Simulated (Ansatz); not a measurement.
Consider MgS.

Input

```
crystal:
  lattice:
    - [-0.0260165, 2.58864175, 2.58864175]
    - [2.58864175, -0.0260165, 2.58864175]
    - [2.58864175, 2.58864175, -0.0260165]
  atoms:
    - { symbol: Mg, position: [0.0, 0.0, 0.0] }
    - { symbol: S, position: [0.5, 0.5, 0.5] }
kpoints:
  mp_grid: { grid: [8, 8, 8] }
scf:
  occupations: { method: fermi_dirac, width: 0.01 }
hamiltonian:
  xc: pbe
  pseudopotentials: { kind: paw }
output:
  forces: true
  stress: true
  eigenvalues: true
  efg: { contact_densities: true }
  write_density: true
  write_potential: true
  elf: true
  volumetric_format: npy
```

Command:

```sh
ansatz run input.yaml --threads 1 --pin off --max-ram 3072MiB --backend cpu --events-out ev --progress --plain --runs-dir out
```

Below, planes, directions and counts refer to the conventional cell (a = 3.70 Å, b = 3.70 Å, c = 8.92 Å, α = 90.00°, β = 90.00°, γ = 120.00°).

Space group R-3m; changed on purpose from its base cell (equal xy, yz and zx shear strains of -1 %, PAW files).

Level of theory: DFT, PBE, PAW with Ansatz's default frozen-core files, scalar-relativistic (Ansatz).

Q: What can the converged valence pseudo-density and electron localisation function tell about the bonding?

A: Mg–S (2.60 Å): the density is about 0.27 e/Å³ at the midpoint; the ELF peaks at about 0.90 in the valence shell of S, 0.9 Å from its nucleus, and falls to about 0.05 next to Mg; an ionic contact with no shared pair.

Q: Does the calculation give a band gap?

A: It is gapped, with a Kohn–Sham gap of 2.7 eV on the k-point mesh, an upper bound to the gap of this method.

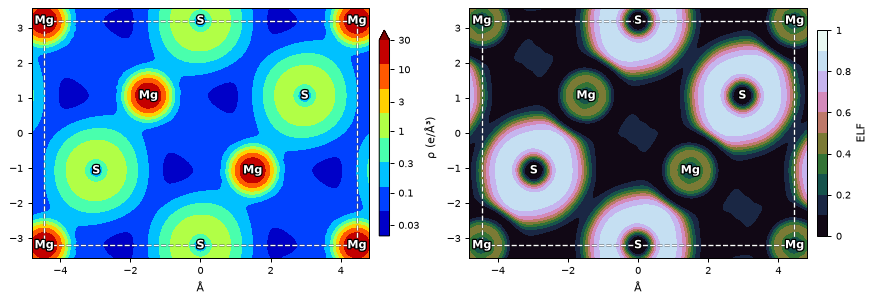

Computed valence pseudo-density and electron localisation function on the (110) plane of the conventional cell, in this order. 
